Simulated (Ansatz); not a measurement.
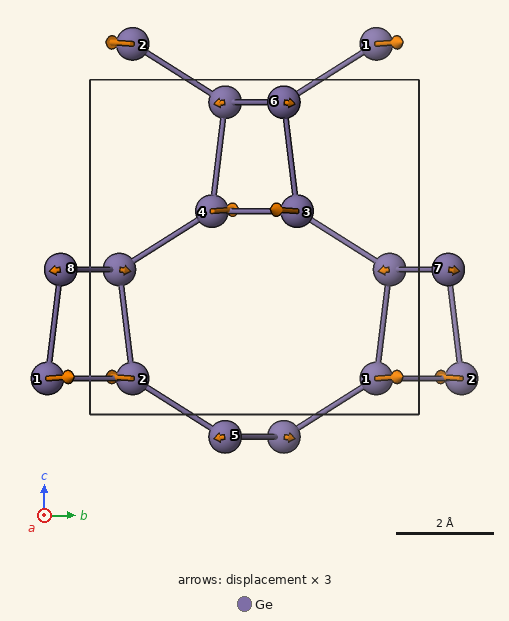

A relaxation of solid Ge (a generated structure, set up in Pnc2) (coarse preliminary run). The starting structure is drawn; orange arrows show the displacements (the part carried along by the change of the cell is left out), magnified 3 times.

The picture is a ball-and-stick view of the cell of the calculation, seen along the a axis.

Method: Ansatz 0.2.0, DFT PBE, scalar-relativistic, plane waves, PAW. Set-up: plane-wave cutoff 420 eV; k-point mesh 4 × 4 × 4; occupations gaussian; smearing width 0.1 eV; no spin polarisation; cell and atoms relaxed; force threshold 0.04 eV/Å; at most 70 steps.

### Describe the change and its energy.

The largest moves relative to the cell, 0.35 Å, are those of Ge1, Ge2, Ge3 and Ge4. Ge1 goes roughly along [2 1 0]. Cell: a 3.982 → 4.183 Å (+5.0 %), b 6.838 → 6.883 Å (+0.7 %), c 6.956 → 7.875 Å (+13.2 %). Volume +19.7 %. Among the contacts that change: Ge1–Ge2 3.095 → 2.516 Å, Ge1–Ge8 2.297 → 2.536 Å, Ge1–Ge2 (another image) 2.284 → 2.516 Å, Ge5–Ge6 2.324 → 2.516 Å. New bonds form: Ge1–Ge2 (3.09 → 2.52 Å), Ge3–Ge4 (3.09 → 2.52 Å). Among the angles between lasting bonds that change: Ge4–Ge3–Ge8 136.4° → 117.3°, Ge2–Ge7–Ge4 114.1° → 124.4°, Ge2–Ge7–Ge8 99.3° → 90.0°. The space group (tolerance 0.01 Å) goes from Pnc2 (No. 30) to Imma (No. 74). After 5 accepted moves (7 points after the start) the energy has fallen by 458 meV per atom. Largest force component: 1.3 eV/Å at the start, 0.025 eV/Å at the end. Pressure: 15.25 GPa at the start and 0.06 GPa at the end. The SCF was repeated twice at an unchanged geometry on a basis and grid sized afresh for the cell, which shifted the energy by 3.4 meV per atom at most. The run took 3.9 min on 1 thread of Arm Neoverse V2 (shared host), peak memory 0.58 GiB.

Limits of the set-up: the k-point mesh is coarse for a cell with partly filled bands.
